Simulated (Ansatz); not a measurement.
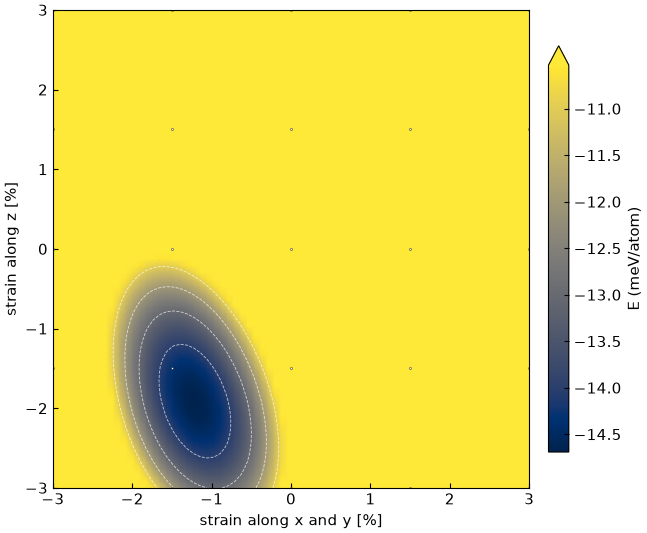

Co (P-3m1, No. 164; 2 atoms in the cell). The cell is strained homogeneously, by one strain along x and y and another along z, with fractional coordinates fixed (x along [1 0 0], z along [0 0 1] of the conventional cell). The first coordinate is: strain along x and y; the second: strain along z. The scan uses a 5 × 5 grid. Points are written as (first, second). Energies: meV/atom, counted from the unstrained cell. The reference cell is the one listed in the database, not relaxed at this level. These are results of DFT PBEsol, scalar-relativistic, plane waves, PAW (Ansatz 0.2.0), not measurements. Settings: cutoff 420 eV, k-mesh 24×24×12 in the order of the run's cell vectors, gaussian smearing 0.15 eV, spin-polarised.

The picture shows a smooth colour map with a few white contour lines, dots at the grid points, one colour for all values above the top of the scale. Between grid points the surface is interpolated.

Estimate the clamped-ion elastic constants that this map fixes.

With the cell volume of 21.8 Å³, the curvatures of the interpolated surface at its minimum give C₁₁ + C₂₂ + 2C₁₂ ≈ 1200 GPa, C₃₃ ≈ 450 GPa and C₁₃ + C₂₃ ≈ 260 GPa (clamped ions, Cartesian axes of the cell). A stretch of 1 % along z with free sides (kept equal in x and y) would change the in-plane lengths by about −0.22 %.
